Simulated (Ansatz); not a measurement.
# Ni: one change and its effect

System: Ni (Fm-3m, 2 atoms in the cell).
Method of run 1: DFT, PBE, PAW, plane waves, scalar-relativistic, spin-polarised (Ansatz 0.2.0).

The structure derives from an entry of the Crystallography Open Database. Text and figures count atoms from 1; the logs count them from 0 in places.

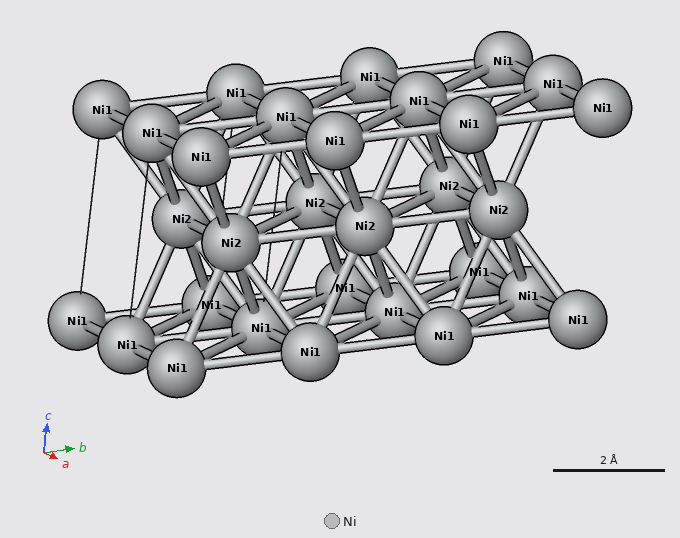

The structure as given in the input (ball-and-stick view of the reduced cell, repeated 2 × 3 × 1, seen slightly off an axis; atoms are numbered from 1 in the order of the input). An atom can appear more than once, as a periodic image.

**The input, run 1**
```yaml
crystal:
  lattice:
    - [0.0, 1.7585, 1.7585]
    - [3.517, 0.0, 3.517]
    - [1.7585, 1.7585, 0.0]
  atoms:
    - { symbol: Ni, position: [0.0, 0.0, 0.0], spin: 2.0 }
    - { symbol: Ni, position: [0.0, 0.5, 0.0], spin: 2.0 }
magnetization:
  spin_polarized: true
hamiltonian:
  xc: pbe
  pseudopotentials: { kind: paw }
basis:
  ecutwfc: 420
kpoints:
  mp_grid: { grid: [14, 7, 14] }
scf:
  occupations: { method: fermi_dirac, width: 0.1 }
  lower_state_search: "off"
output:
  forces: true
  stress: true
  write_density: true
  write_potential: true
  elf: true
  volumetric_format: npy
```

Command:
```bash
ansatz run input.yaml --threads 2 --pin off --max-ram 5120MiB --backend cpu --events-out ev --progress --plain --runs-dir out
```

Hardware: 2 threads of Arm Neoverse V2, 24 GiB of memory available, shared host.

**Output, shortened to warnings, some set-up lines, iterations and results (run 1)**
```
Basis set: ecut = 420 eV, 391 PW (Γ), exchange–correlation on 36×72×36 points (8 copies of the dense FFT grid, shifted against one another)
Symmetry: 24 space group operations
k-points: 144 of 1372
Initial density: superposition of atomic densities (chi_scale 0.1, normalization cell)
[...]
SCF iter   1: F=—  HF=-11678.935617 eV  |F-HF|=—  |Δ(HF+E_count)|=         —  Δρ=1.27e-1 (↑1.17e-1 ↓1.27e-1)  dr2=1.67e-2  dr2_m=2.95e0  M=1.872 μB ∫|m|=2.078 μB  β_m=0.30  …
SCF iter   2: F=—  HF=-11679.161754 eV  |F-HF|=—  |Δ(HF+E_count)|=   2.26e-1  Δρ=1.05e-1 (↑9.06e-2 ↓1.05e-1)  dr2=2.55e-2  dr2_m=1.89e0  M=1.711 μB ∫|m|=1.940 μB  β_m=0.54  …
SCF iter   3: F=—  HF=-11679.563765 eV  |F-HF|=—  |Δ(HF+E_count)|=   4.02e-1  Δρ=3.42e-2 (↑3.42e-2 ↓2.04e-2)  dr2=3.49e-1  dr2_m=9.55e-3  M=1.373 μB ∫|m|=1.599 μB  β_m=0.44  …
SCF iter   4: F=—  HF=-11679.489263 eV  |F-HF|=—  |Δ(HF+E_count)|=   7.45e-2  Δρ=4.23e-3 (↑3.59e-3 ↓4.23e-3)  dr2=9.14e-4  dr2_m=2.71e-3  M=1.209 μB ∫|m|=1.446 μB  β_m=0.59  …
SCF iter   5: F=—  HF=-11679.492465 eV  |F-HF|=—  |Δ(HF+E_count)|=   3.20e-3  Δρ=2.40e-3 (↑2.40e-3 ↓1.84e-3)  dr2=7.61e-5  dr2_m=8.47e-4  M=1.222 μB ∫|m|=1.433 μB  β_m=0.79  …
SCF iter   6: F=—  HF=-11679.494165 eV  |F-HF|=—  |Δ(HF+E_count)|=   1.70e-3  Δρ=1.54e-3 (↑1.54e-3 ↓8.41e-4)  dr2=6.12e-4  dr2_m=4.25e-5  M=1.225 μB ∫|m|=1.412 μB  β_m=0.85  …
SCF iter   7: F=—  HF=-11679.494112 eV  |F-HF|=—  |Δ(HF+E_count)|=   5.27e-5  Δρ=1.13e-4 (↑3.92e-5 ↓1.13e-4)  dr2=1.33e-6  dr2_m=8.41e-7  M=1.219 μB ∫|m|=1.400 μB  β_m=0.93  …
SCF iter   8: F=—  HF=-11679.494114 eV  |F-HF|=—  |Δ(HF+E_count)|=   1.62e-6  Δρ=3.91e-5 (↑3.91e-5 ↓3.38e-5)  dr2=1.05e-8  dr2_m=2.59e-7  M=1.220 μB ∫|m|=1.399 μB  β_m=0.96  …
SCF iter   9: F=-11679.494114 eV  HF=-11679.494114 eV  |F-HF|=7.28e-9  |Δ(HF+E_count)|=   8.22e-8  Δρ=1.05e-5 (↑1.05e-5 ↓3.77e-6)  dr2=1.21e-8  dr2_m=7.31e-9  M=1.219 μB …
SCF iter  10: F=-11679.494114 eV  HF=-11679.494114 eV  |F-HF|=2.44e-10  |Δ(HF+E_count)|=  9.42e-10  Δρ=2.49e-6 (↑1.52e-6 ↓2.49e-6)  dr2=3.16e-10  dr2_m=4.58e-10  M=1.219 μB …
SCF 1 converged in 10 iterations: F = -11679.494114 eV  dr2 = 3.16e-10
SCF converged after 10 iterations
Magnetization: 1.2192 μB (18.6096 up, 17.3904 down)
Absolute magnetization: 1.4002 μB (∫|ρ↑−ρ↓|, with the PAW one-centre terms)
Spin contamination: 0.0132 ħ² per cell (⟨S²⟩ above its minimum at these occupations)
Per-site moments (μB) at R_I (Å): [(0.6478890884719806, 1.0258440016411488), (0.6478890884719806, 1.0258440016411488)]
Free energy (F): -11679.494114 eV
Harris-Foulkes:  -11679.494114 eV  (|F-HF|=2.44e-10)
Internal energy: -11679.382294 eV  (E = F + TS)
E sigma→0 (E₀):  -11679.438204 eV
Entropy (-TS):   -0.111819 eV (-55.910 meV/atom)
Fermi energy:    18.181037 eV
--- Per-component energies (eV) ---
  E_band       = -568.090748
  E_kinetic    = 564.247174
  E_local      = -6873.002651  (includes V_loc(G=0)·N_el)
  E_nonlocal   = 1271.176874
  E_hartree    = 2869.146885
  E_xc         = -169.603625
  E_vxc        = -218.704653  (∫ρ·V_xc dr)
  E_paw        = -3259.287876  (= ΣΔE_a)
  E_vpaw       = -1050.102476  (= ΣTr[D̂ρ^β])
  E_aug_tail   = 0.001162  (compensation charges beyond the density's cutoff)
  E_ewald      = -6082.060237
  E_smearing   = -0.111819  (= −TS)
  E_closure    = 0.000000  (closes the sum)
  Σ components = -11679.494114   (vs F -11679.494114, Δ=0.00e0)
--- Forces (eV/Å), atoms counted from 1 ---
  atom   1  Ni     0.00000000    -0.00000000     0.00000000
  atom   2  Ni     0.00000000     0.00000000     0.00000000
  max |Σ_I F_I| component: 5.05e-29 eV/Å
--- Stress (GPa, compression-positive) ---
        0.591304      -0.000027       0.000027
       -0.000027       0.591304      -0.000027
        0.000027      -0.000027       0.591304
  P = ⅓ Tr σ = 0.5913 GPa (5.913 kbar)
```

For run 2 the input was changed thus:
```diff
+  algorithm: density_mixing
+  mixing: { algorithm: broyden, beta: 0.3 }
```

What does this change do to the results?

Both reach the same energy, so the change doesn't alter the result. The SCF takes 15 iterations against 10. On the same kind of shared host run 2 took about 1.4 times as long.

**Output, shortened to warnings, some set-up lines, iterations and results (run 2)**
```
Basis set: ecut = 420 eV, 391 PW (Γ), exchange–correlation on 36×72×36 points (8 copies of the dense FFT grid, shifted against one another)
Symmetry: 24 space group operations
k-points: 144 of 1372
Initial density: superposition of atomic densities (chi_scale 0.1, normalization cell)
[...]
SCF iter   1: F=—  HF=-11678.935617 eV  |F-HF|=—  |Δ(HF+E_count)|=         —  Δρ=1.27e-1 (↑1.17e-1 ↓1.27e-1)  dr2=1.67e-2  dr2_m=2.95e0  M=1.872 μB ∫|m|=2.078 μB  β_m=0.56  …
SCF iter   2: F=—  HF=-11679.142968 eV  |F-HF|=—  |Δ(HF+E_count)|=   2.07e-1  Δρ=7.36e-2 (↑5.89e-2 ↓7.36e-2)  dr2=2.86e-2  dr2_m=8.65e-1  M=1.670 μB ∫|m|=1.949 μB  β_m=1.20  …
SCF iter   3: F=—  HF=-11679.240817 eV  |F-HF|=—  |Δ(HF+E_count)|=   9.78e-2  Δρ=4.34e-3 (↑3.61e-3 ↓4.34e-3)  dr2=1.70e-3  dr2_m=7.86e-4  M=1.496 μB ∫|m|=1.813 μB  β_m=1.20  …
SCF iter   4: F=—  HF=-11679.352080 eV  |F-HF|=—  |Δ(HF+E_count)|=   1.11e-1  Δρ=7.99e-3 (↑2.78e-3 ↓7.99e-3)  dr2=5.56e-3  dr2_m=3.83e-3  M=1.466 μB ∫|m|=1.754 μB  β_m=1.20  …
SCF iter   5: F=—  HF=-11679.468255 eV  |F-HF|=—  |Δ(HF+E_count)|=   1.16e-1  Δρ=7.89e-3 (↑5.66e-3 ↓7.89e-3)  dr2=7.47e-4  dr2_m=9.04e-3  M=1.380 μB ∫|m|=1.612 μB  β_m=1.20  …
[... 6 lines ...]
SCF iter  12: F=—  HF=-11679.494109 eV  |F-HF|=—  |Δ(HF+E_count)|=   3.70e-5  Δρ=5.21e-5 (↑5.21e-5 ↓2.02e-5)  dr2=1.32e-7  dr2_m=2.57e-7  M=1.217 μB ∫|m|=1.396 μB  β_m=1.20  …
SCF iter  13: F=—  HF=-11679.494113 eV  |F-HF|=—  |Δ(HF+E_count)|=   3.91e-6  Δρ=1.26e-5 (↑2.77e-6 ↓1.26e-5)  dr2=1.33e-8  dr2_m=1.10e-8  M=1.220 μB ∫|m|=1.400 μB  β_m=1.20  …
SCF iter  14: F=—  HF=-11679.494114 eV  |F-HF|=—  |Δ(HF+E_count)|=   3.10e-7  Δρ=5.05e-6 (↑5.05e-6 ↓3.90e-6)  dr2=1.58e-10  dr2_m=3.94e-9  M=1.219 μB ∫|m|=1.398 μB  β_m=1.20  …
SCF iter  15: F=-11679.494114 eV  HF=-11679.494114 eV  |F-HF|=3.23e-8  |Δ(HF+E_count)|=   1.45e-7  Δρ=3.51e-6 (↑3.51e-6 ↓2.93e-6)  dr2=3.85e-11  dr2_m=2.06e-9  M=1.219 μB …
SCF 1 converged in 15 iterations: F = -11679.494114 eV  dr2 = 3.85e-11
this state was not tested for a lower state beside it, because the mixer in use, unlike msr1, does not test its closes by its own steps (another_mixer; see scf.mixing.algorithm and scf.lower_state_search)
SCF converged after 15 iterations
Magnetization: 1.2190 μB (18.6095 up, 17.3905 down)
Absolute magnetization: 1.4000 μB (∫|ρ↑−ρ↓|, with the PAW one-centre terms)
Spin contamination: 0.0132 ħ² per cell (⟨S²⟩ above its minimum at these occupations)
Per-site moments (μB) at R_I (Å): [(0.6477906475919517, 1.0258440016411488), (0.6477906475919517, 1.0258440016411488)]
Free energy (F): -11679.494114 eV
Harris-Foulkes:  -11679.494114 eV  (|F-HF|=3.23e-8)
Internal energy: -11679.382291 eV  (E = F + TS)
E sigma→0 (E₀):  -11679.438202 eV
Entropy (-TS):   -0.111823 eV (-55.912 meV/atom)
Fermi energy:    18.180969 eV
--- Per-component energies (eV) ---
  E_band       = -568.090095
  E_kinetic    = 564.247407
  E_local      = -6873.003655  (includes V_loc(G=0)·N_el)
  E_nonlocal   = 1271.177086
  E_hartree    = 2869.147674
  E_xc         = -169.603611
  E_vxc        = -218.704635  (∫ρ·V_xc dr)
  E_paw        = -3259.288116  (= ΣΔE_a)
  E_vpaw       = -1050.102132  (= ΣTr[D̂ρ^β])
  E_aug_tail   = 0.001162  (compensation charges beyond the density's cutoff)
  E_ewald      = -6082.060237
  E_smearing   = -0.111823  (= −TS)
  E_closure    = 0.000000  (closes the sum)
  Σ components = -11679.494114   (vs F -11679.494114, Δ=0.00e0)
--- Forces (eV/Å), atoms counted from 1 ---
  atom   1  Ni     0.00000000    -0.00000000     0.00000000
  atom   2  Ni     0.00000000     0.00000000     0.00000000
  max |Σ_I F_I| component: 5.05e-29 eV/Å
--- Stress (GPa, compression-positive) ---
        0.590830      -0.000000       0.000000
       -0.000000       0.590830      -0.000000
        0.000000      -0.000000       0.590830
  P = ⅓ Tr σ = 0.5908 GPa (5.908 kbar)
```

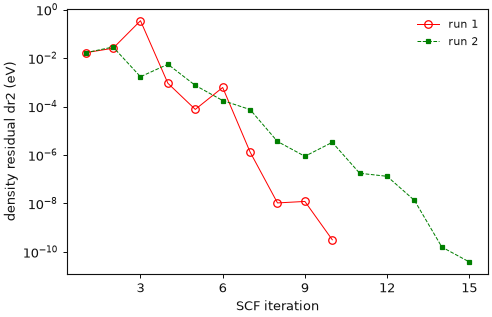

Convergence of the two runs: density residual dr2 against the SCF iteration. Run 1 takes 10 iterations in all, and run 2 takes 15.

**The two runs side by side**

```csv
quantity,run 1,run 2
outcome,converged,converged
free energy per atom (eV),−5839.7471,−5839.7471
"energy per atom, smearing taken to zero (eV)",−5839.7191,−5839.7191
net moment of the cell (μB),1.22,1.22
absolute moment of the cell (μB),1.40,1.40
pressure (GPa),0.59,0.59
largest force (eV/Å),0.000,0.000
SCF iterations,10,15
irreducible k-points,144,144
plane waves at Γ,391,391
wall time (shared host),6.5 s,9.2 s
```

For run 2: Warnings: the state was not tested for a lower one.
